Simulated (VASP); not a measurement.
SiC: geometry relaxation (part 3 of 3)

The same run, continued: SiC (4 atoms in the cell); Kohn-Sham DFT of a periodic cell, PBE, VASP PAW PBE potentials, recommended, no spin polarisation (VASP 6.6.1); cutoff 520 eV, 12×12×6 k-mesh, Gaussian smearing of 0.02 eV. The structure derives from an entry of the Crystallography Open Database.

Geometry of the input (Å; fractional positions):
```
3.0918  0.0000  0.0000
-1.5459  2.6775  -0.0000
-0.0000  0.0000  5.0741
Si 0.3333  0.6667  0.0046
Si 0.6667  0.3333  0.5046
C  0.3333  0.6667  0.3804
C  0.6667  0.3333  0.8804
```

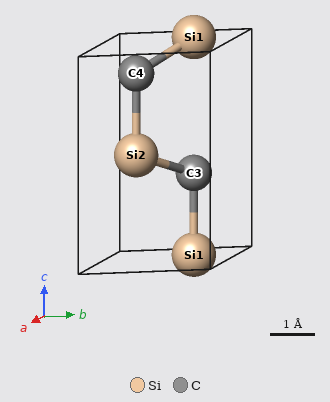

The geometry at step 11 of the log (ball-and-stick view of the cell of the calculation, seen slightly off an axis; atoms are numbered from 1 in the order of the input).

Parts of OUTCAR, continued
```
  FORCE on cell =-STRESS in cart. coord.  units (eV):
  Direction    XX          YY          ZZ          XY          YZ          ZX
  --------------------------------------------------------------------------------------
  -------------------------------------------------------------------------------------
  Total       -0.0132911     -0.0132911      0.0122005     -0.0000000      0.0000000      0.0000000
  in kB       -0.5069492     -0.5069492      0.4653515     -0.0000000      0.0000000      0.0000000
  external PRESSURE =      -0.1828489 kB  Pullay stress =       0.0000000 kB

 VOLUME and BASIS-vectors are now :
 -----------------------------------------------------------------------------
  energy-cutoff  :      520.00
  volume of cell :       42.01
      direct lattice vectors                 reciprocal lattice vectors
     3.091916892  0.000000000  0.000000000     0.323423958  0.186728910 -0.000000000
    -1.545958446  2.677678572  0.000000000    -0.000000000  0.373457819  0.000000000
     0.000000000 -0.000000000  5.073650685     0.000000000  0.000000000  0.197096738

 POSITION                                       TOTAL-FORCE (eV/Angst)
 -----------------------------------------------------------------------------------
     -0.00000      1.78512      0.02335        -0.000000      0.000000     -0.004593
      1.54596      0.89256      2.56018        -0.000000      0.000000     -0.004593
     -0.00000      1.78512      1.93001         0.000000     -0.000000      0.004593
      1.54596      0.89256      4.46683         0.000000     -0.000000      0.004593
 -----------------------------------------------------------------------------------
    total drift:                               -0.000004      0.000002     -0.000081

  FREE ENERGIE OF THE ION-ELECTRON SYSTEM (eV)
  ---------------------------------------------------
  free  energy   TOTEN  =       -30.1102614679 eV

  energy  without entropy=      -30.1102614679  energy(sigma->0) =      -30.11026147

--------------------------------------- Ionic step       21  -------------------------------------------

 number of electron      16.0000000 magnetization

------------------------ aborting loop because EDIFF is reached ----------------------------------------

  FORCE on cell =-STRESS in cart. coord.  units (eV):
  Direction    XX          YY          ZZ          XY          YZ          ZX
  --------------------------------------------------------------------------------------
  -------------------------------------------------------------------------------------
  Total       -0.0085316     -0.0085316      0.0031769     -0.0000000      0.0000000      0.0000000
  in kB       -0.3254116     -0.3254116      0.1211745     -0.0000000      0.0000000      0.0000000
  external PRESSURE =      -0.1765495 kB  Pullay stress =       0.0000000 kB

 VOLUME and BASIS-vectors are now :
 -----------------------------------------------------------------------------
  energy-cutoff  :      520.00
  volume of cell :       42.01
      direct lattice vectors                 reciprocal lattice vectors
     3.091864981  0.000000000  0.000000000     0.323429388  0.186732045 -0.000000000
    -1.545932490  2.677633616  0.000000000    -0.000000000  0.373464089  0.000000000
     0.000000000 -0.000000000  5.073820882     0.000000000  0.000000000  0.197090127

 POSITION                                       TOTAL-FORCE (eV/Angst)
 -----------------------------------------------------------------------------------
     -0.00000      1.78509      0.02321         0.000000     -0.000000      0.000646
      1.54593      0.89254      2.56012        -0.000000      0.000000      0.000646
     -0.00000      1.78509      1.93021        -0.000000      0.000000     -0.000646
      1.54593      0.89254      4.46712        -0.000000     -0.000000     -0.000646
 -----------------------------------------------------------------------------------
    total drift:                               -0.000004      0.000002     -0.000043

  FREE ENERGIE OF THE ION-ELECTRON SYSTEM (eV)
  ---------------------------------------------------
  free  energy   TOTEN  =       -30.1102632139 eV

  energy  without entropy=      -30.1102632139  energy(sigma->0) =      -30.11026321

--------------------------------------- Ionic step       22  -------------------------------------------

 number of electron      16.0000000 magnetization

 Free energy of the ion-electron system (eV)
  ---------------------------------------------------
  ext. energy  EPLUGINS =         0.00000000
  ---------------------------------------------------
  free energy    TOTEN  =       -30.11026399 eV

  energy without entropy =      -30.11026399  energy(sigma->0) =      -30.11026399

 E-fermi :   8.2130     XC(G=0): -11.2838     alpha+bet :-16.1936

 val. band max:        8.0869568665   @ k =   0.0000   0.0000   0.0000
 cond. band min:      10.3896830877   @ k =   0.3333   0.3333   0.0000
 fundamental gap:      2.3027262212
 Fermi energy:         8.2130391240

 k-point     1 :       0.0000    0.0000    0.0000
  band No.  band energies     occupation
      1      -7.3605      2.00000
      2      -3.8507      2.00000
      3      -0.5230      2.00000
      4       6.7777      2.00000
      5       6.7777      2.00000
      6       7.9766      2.00000
      7       8.0870      2.00000
      8       8.0870      2.00000
      9      12.7635      0.00000
     10      14.1340      0.00000
     11      14.6630      0.00000
     12      14.6630      0.00000

 k-point     2 :       0.0833    0.0000    0.0000
  band No.  band energies     occupation
      1      -7.2415      2.00000
      2      -3.7490      2.00000
      3      -0.4139      2.00000
      4       6.0973      2.00000
      5       6.5699      2.00000
      6       7.6230      2.00000
      7       7.8990      2.00000
      8       8.0197      2.00000
      9      13.1787      0.00000
     10      14.1724      0.00000
     11      14.6399      0.00000
     12      14.9092      0.00000

 k-point     3 :       0.1667   -0.0000    0.0000
  band No.  band energies     occupation
      1      -6.8874      2.00000
      2      -3.4528      2.00000
      3      -0.0961      2.00000
      4       4.6225      2.00000
      5       6.0992      2.00000
      6       6.5094      2.00000
      7       7.6172      2.00000
      8       7.7992      2.00000
      9      12.8876      0.00000
     10      14.7216      0.00000
     11      15.1073      0.00000
     12      15.2717      0.00000

 k-point     4 :       0.2500    0.0000    0.0000
  band No.  band energies     occupation
      1      -6.3096      2.00000
      2      -2.9993      2.00000
      3       0.3809      2.00000
      4       3.0231      2.00000
      5       5.1314      2.00000
      6       5.5877      2.00000
      7       7.0773      2.00000
      8       7.4827      2.00000
      9      12.0867      0.00000
     10      13.8978      0.00000
     11      15.1741      0.00000
     12      15.6497      0.00000

 k-point     5 :       0.3333    0.0000    0.0000
  band No.  band energies     occupation
      1      -5.5363      2.00000
      2      -2.5095      2.00000
      3       0.6878      2.00000
      4       1.9499      2.00000
      5       3.7334      2.00000
      6       5.1643      2.00000
      7       6.2695      2.00000
      8       7.1799      2.00000
      9      11.4203      0.00000
     10      12.9697      0.00000
     11      15.1441      0.00000
     12      15.4606      0.00000

 [... the levels of 18 k-points are left out ...]

 k-point    24 :       0.3333    0.0000    0.1667
  band No.  band energies     occupation
      1      -5.4099      2.00000
      2      -2.8935      2.00000
      3       0.8034      2.00000
      4       2.5101      2.00000
      5       3.3322      2.00000
      6       5.2649      2.00000
      7       6.4972      2.00000
      8       6.9889      2.00000
      9      11.4376      0.00000
     10      12.5446      0.00000
     11      14.8168      0.00000
     12      15.8474      0.00000

 [... further k-points ...]

------------------------ aborting loop because EDIFF is reached ----------------------------------------

  FORCE on cell =-STRESS in cart. coord.  units (eV):
  Direction    XX          YY          ZZ          XY          YZ          ZX
  --------------------------------------------------------------------------------------
  -------------------------------------------------------------------------------------
  Total        0.0022990      0.0022990      0.0026473      0.0000000      0.0000000      0.0000000
  in kB        0.0876999      0.0876999      0.1009865      0.0000000      0.0000000      0.0000000
  external PRESSURE =       0.0921287 kB  Pullay stress =       0.0000000 kB

 VOLUME and BASIS-vectors are now :
 -----------------------------------------------------------------------------
  energy-cutoff  :      520.00
  volume of cell :       42.00
      direct lattice vectors                 reciprocal lattice vectors
     3.091637006 -0.000000000  0.000000000     0.323453238  0.186745814 -0.000000000
    -1.545818503  2.677436184  0.000000000     0.000000000  0.373491628 -0.000000000
     0.000000000  0.000000000  5.073938555     0.000000000  0.000000000  0.197085556

 POSITION                                       TOTAL-FORCE (eV/Angst)
 -----------------------------------------------------------------------------------
     -0.00000      1.78496      0.02326         0.000000     -0.000000     -0.000124
      1.54582      0.89248      2.56023        -0.000000      0.000000     -0.000124
     -0.00000      1.78496      1.93021         0.000000     -0.000000      0.000124
      1.54582      0.89248      4.46718        -0.000000      0.000000      0.000124
 -----------------------------------------------------------------------------------
    total drift:                               -0.000004      0.000002      0.000173

  FREE ENERGIE OF THE ION-ELECTRON SYSTEM (eV)
  ---------------------------------------------------
  free  energy   TOTEN  =       -30.1102639854 eV

  energy  without entropy=      -30.1102639854  energy(sigma->0) =      -30.11026399

 reached required accuracy - stopping structural energy minimisation
```

CONTCAR
```
SiC
   1.00000000000000
     3.0916370059894125   -0.0000000000000024    0.0000000000000000
    -1.5458185029447105    2.6774361843483776    0.0000000000000000
     0.0000000000000000    0.0000000000000000    5.0739385552106739
  Si              C
     2     2
Direct
     0.3333333300000021    0.6666666699999979    0.0045836570819331
     0.6666666699999979    0.3333333300000021    0.5045836570819332
     0.3333333300000021    0.6666666699999979    0.3804163429180649
     0.6666666699999979    0.3333333300000021    0.8804163429180648

  0.00000000E+00  0.00000000E+00  0.00000000E+00
  0.00000000E+00  0.00000000E+00  0.00000000E+00
  0.00000000E+00  0.00000000E+00  0.00000000E+00
  0.00000000E+00  0.00000000E+00  0.00000000E+00
```

Trajectory as extended XYZ (Å, eV, eV/Å), 22 frames, from step=0 to step=21
```
4
Lattice="3.0918 0.0000 0.0000 -1.5459 2.6775 0.0000 0.0000 0.0000 5.0741" Properties=species:S:1:pos:R:3:forces:R:3 step=0 energy=-33.75007
Si    0.0000    1.7850    0.0233    0.0000   0.0000  -0.0528
Si    1.5459    0.8925    2.5603    0.0000   0.0000  -0.0528
C     0.0000    1.7850    1.9303    0.0000   0.0000   0.0528
C     1.5459    0.8925    4.4673    0.0000   0.0000   0.0528
4
Lattice="3.7925 0.0000 0.0000 -1.8962 3.2844 0.0000 0.0000 0.0000 6.1605" Properties=species:S:1:pos:R:3:forces:R:3 step=1 energy=-23.44580
Si    0.0000    2.1896    0.0252    0.0000   0.0000   0.0574
Si    1.8962    1.0948    3.1054    0.0000   0.0000   0.0574
C     0.0000    2.1896    2.3466    0.0000   0.0000  -0.0574
C     1.8962    1.0948    5.4269    0.0000   0.0000  -0.0574
4
Lattice="3.4749 0.0000 0.0000 -1.7375 3.0094 0.0000 0.0000 0.0000 5.6682" Properties=species:S:1:pos:R:3:forces:R:3 step=2 energy=-27.47251
Si    0.0000    2.0062    0.0242    0.0000   0.0000   0.0054
Si    1.7375    1.0031    2.8583    0.0000   0.0000   0.0054
C     0.0000    2.0062    2.1580    0.0000   0.0000  -0.0054
C     1.7375    1.0031    4.9921    0.0000   0.0000  -0.0054
4
Lattice="3.3097 0.0000 0.0000 -1.6548 2.8663 0.0000 0.0000 0.0000 5.4120" Properties=species:S:1:pos:R:3:forces:R:3 step=3 energy=-29.12260
Si    0.0000    1.9108    0.0237    0.0000   0.0000  -0.0060
Si    1.6548    0.9554    2.7297    0.0000   0.0000  -0.0060
C     0.0000    1.9108    2.0599    0.0000   0.0000   0.0060
C     1.6548    0.9554    4.7659    0.0000   0.0000   0.0060
4
Lattice="3.2007 0.0000 0.0000 -1.6004 2.7719 0.0000 0.0000 0.0000 5.2430" Properties=species:S:1:pos:R:3:forces:R:3 step=4 energy=-29.83771
Si    0.0000    1.8479    0.0233    0.0000   0.0000  -0.0053
Si    1.6004    0.9240    2.6449    0.0000   0.0000  -0.0053
C     0.0000    1.8479    1.9952    0.0000   0.0000   0.0053
C     1.6004    0.9240    4.6168    0.0000   0.0000   0.0053
4
Lattice="3.1462 0.0000 0.0000 -1.5731 2.7247 0.0000 0.0000 0.0000 5.1586" Properties=species:S:1:pos:R:3:forces:R:3 step=5 energy=-30.03852
Si    0.0000    1.8165    0.0232    0.0000   0.0000   0.0001
Si    1.5731    0.9082    2.6024    0.0000   0.0000   0.0001
C     0.0000    1.8165    1.9629    0.0000   0.0000  -0.0001
C     1.5731    0.9082    4.5422    0.0000   0.0000  -0.0001
4
Lattice="3.1190 0.0000 0.0000 -1.5595 2.7011 0.0000 0.0000 0.0000 5.1163" Properties=species:S:1:pos:R:3:forces:R:3 step=6 energy=-30.09180
Si    0.0000    1.8008    0.0231    0.0000   0.0000   0.0044
Si    1.5595    0.9004    2.5812    0.0000   0.0000   0.0044
C     0.0000    1.8008    1.9467    0.0000   0.0000  -0.0044
C     1.5595    0.9004    4.5049    0.0000   0.0000  -0.0044
4
Lattice="3.1054 0.0000 0.0000 -1.5527 2.6893 0.0000 0.0000 0.0000 5.0952" Properties=species:S:1:pos:R:3:forces:R:3 step=7 energy=-30.10555
Si    0.0000    1.7929    0.0230    0.0000   0.0000   0.0071
Si    1.5527    0.8964    2.5706    0.0000   0.0000   0.0071
C     0.0000    1.7929    1.9386    0.0000   0.0000  -0.0071
C     1.5527    0.8964    4.4863    0.0000   0.0000  -0.0071
4
Lattice="3.0986 0.0000 0.0000 -1.5493 2.6834 0.0000 0.0000 0.0000 5.0847" Properties=species:S:1:pos:R:3:forces:R:3 step=8 energy=-30.10905
Si    0.0000    1.7890    0.0230    0.0000   0.0000   0.0086
Si    1.5493    0.8945    2.5653    0.0000   0.0000   0.0086
C     0.0000    1.7890    1.9346    0.0000   0.0000  -0.0086
C     1.5493    0.8945    4.4769    0.0000   0.0000  -0.0086
4
Lattice="3.0952 0.0000 0.0000 -1.5476 2.6805 0.0000 0.0000 0.0000 5.0794" Properties=species:S:1:pos:R:3:forces:R:3 step=9 energy=-30.10995
Si    0.0000    1.7870    0.0230    0.0000   0.0000   0.0093
Si    1.5476    0.8935    2.5627    0.0000   0.0000   0.0093
C     0.0000    1.7870    1.9326    0.0000   0.0000  -0.0093
C     1.5476    0.8935    4.4723    0.0000   0.0000  -0.0093
4
Lattice="3.0935 0.0000 0.0000 -1.5467 2.6790 0.0000 0.0000 0.0000 5.0768" Properties=species:S:1:pos:R:3:forces:R:3 step=10 energy=-30.11018
Si    0.0000    1.7860    0.0230    0.0000   0.0000   0.0097
Si    1.5467    0.8930    2.5613    0.0000   0.0000   0.0097
C     0.0000    1.7860    1.9316    0.0000   0.0000  -0.0097
C     1.5467    0.8930    4.4699    0.0000   0.0000  -0.0097
4
Lattice="3.0926 0.0000 0.0000 -1.5463 2.6783 0.0000 0.0000 0.0000 5.0754" Properties=species:S:1:pos:R:3:forces:R:3 step=11 energy=-30.11023
Si    0.0000    1.7855    0.0230    0.0000   0.0000   0.0099
Si    1.5463    0.8928    2.5607    0.0000   0.0000   0.0099
C     0.0000    1.7855    1.9311    0.0000   0.0000  -0.0099
C     1.5463    0.8928    4.4688    0.0000   0.0000  -0.0099
4
Lattice="3.0922 0.0000 0.0000 -1.5461 2.6779 0.0000 0.0000 0.0000 5.0748" Properties=species:S:1:pos:R:3:forces:R:3 step=12 energy=-30.11025
Si    0.0000    1.7853    0.0230    0.0000   0.0000   0.0100
Si    1.5461    0.8926    2.5604    0.0000   0.0000   0.0100
C     0.0000    1.7853    1.9308    0.0000   0.0000  -0.0100
C     1.5461    0.8926    4.4682    0.0000   0.0000  -0.0100
4
Lattice="3.0920 0.0000 0.0000 -1.5460 2.6777 0.0000 0.0000 0.0000 5.0744" Properties=species:S:1:pos:R:3:forces:R:3 step=13 energy=-30.11026
Si    0.0000    1.7852    0.0230    0.0000   0.0000   0.0101
Si    1.5460    0.8926    2.5602    0.0000   0.0000   0.0101
C     0.0000    1.7852    1.9307    0.0000   0.0000  -0.0101
C     1.5460    0.8926    4.4679    0.0000   0.0000  -0.0101
4
Lattice="3.0919 0.0000 0.0000 -1.5459 2.6776 0.0000 0.0000 0.0000 5.0743" Properties=species:S:1:pos:R:3:forces:R:3 step=14 energy=-30.11026
Si    0.0000    1.7851    0.0230    0.0000   0.0000   0.0099
Si    1.5459    0.8925    2.5601    0.0000   0.0000   0.0099
C     0.0000    1.7851    1.9306    0.0000   0.0000  -0.0099
C     1.5459    0.8925    4.4678    0.0000   0.0000  -0.0099
4
Lattice="3.0918 0.0000 0.0000 -1.5459 2.6776 0.0000 0.0000 0.0000 5.0742" Properties=species:S:1:pos:R:3:forces:R:3 step=15 energy=-30.11026
Si    0.0000    1.7851    0.0230    0.0000   0.0000   0.0099
Si    1.5459    0.8925    2.5601    0.0000   0.0000   0.0099
C     0.0000    1.7851    1.9306    0.0000   0.0000  -0.0099
C     1.5459    0.8925    4.4677    0.0000   0.0000  -0.0099
4
Lattice="3.0918 0.0000 0.0000 -1.5459 2.6776 0.0000 0.0000 0.0000 5.0742" Properties=species:S:1:pos:R:3:forces:R:3 step=16 energy=-30.11026
Si    0.0000    1.7850    0.0230    0.0000   0.0000   0.0099
Si    1.5459    0.8925    2.5600    0.0000   0.0000   0.0099
C     0.0000    1.7850    1.9306    0.0000   0.0000  -0.0099
C     1.5459    0.8925    4.4677    0.0000   0.0000  -0.0099
4
Lattice="3.0918 0.0000 0.0000 -1.5459 2.6776 0.0000 0.0000 0.0000 5.0741" Properties=species:S:1:pos:R:3:forces:R:3 step=17 energy=-30.11026
Si    0.0000    1.7850    0.0230    0.0000   0.0000   0.0099
Si    1.5459    0.8925    2.5600    0.0000   0.0000   0.0099
C     0.0000    1.7850    1.9306    0.0000   0.0000  -0.0099
C     1.5459    0.8925    4.4676    0.0000   0.0000  -0.0099
4
Lattice="3.0918 0.0000 0.0000 -1.5459 2.6776 0.0000 0.0000 0.0000 5.0741" Properties=species:S:1:pos:R:3:forces:R:3 step=18 energy=-30.11026
Si    0.0000    1.7850    0.0230    0.0000   0.0000   0.0100
Si    1.5459    0.8925    2.5600    0.0000   0.0000   0.0100
C     0.0000    1.7850    1.9306    0.0000   0.0000  -0.0100
C     1.5459    0.8925    4.4676    0.0000   0.0000  -0.0100
4
Lattice="3.0919 0.0000 0.0000 -1.5460 2.6777 0.0000 0.0000 -0.0000 5.0737" Properties=species:S:1:pos:R:3:forces:R:3 step=19 energy=-30.11026
Si    0.0000    1.7851    0.0233    0.0000   0.0000  -0.0046
Si    1.5460    0.8926    2.5602    0.0000   0.0000  -0.0046
C     0.0000    1.7851    1.9300    0.0000   0.0000   0.0046
C     1.5460    0.8926    4.4668    0.0000   0.0000   0.0046
4
Lattice="3.0919 0.0000 0.0000 -1.5459 2.6776 0.0000 0.0000 -0.0000 5.0738" Properties=species:S:1:pos:R:3:forces:R:3 step=20 energy=-30.11026
Si    0.0000    1.7851    0.0232    0.0000   0.0000   0.0006
Si    1.5459    0.8925    2.5601    0.0000   0.0000   0.0006
C     0.0000    1.7851    1.9302    0.0000   0.0000  -0.0006
C     1.5459    0.8925    4.4671    0.0000   0.0000  -0.0006
4
Lattice="3.0916 -0.0000 0.0000 -1.5458 2.6774 0.0000 0.0000 0.0000 5.0739" Properties=species:S:1:pos:R:3:forces:R:3 step=21 energy=-30.11026
Si    0.0000    1.7850    0.0233    0.0000   0.0000  -0.0001
Si    1.5458    0.8925    2.5602    0.0000   0.0000  -0.0001
C     0.0000    1.7850    1.9302    0.0000   0.0000   0.0001
C     1.5458    0.8925    4.4672    0.0000   0.0000   0.0001
```
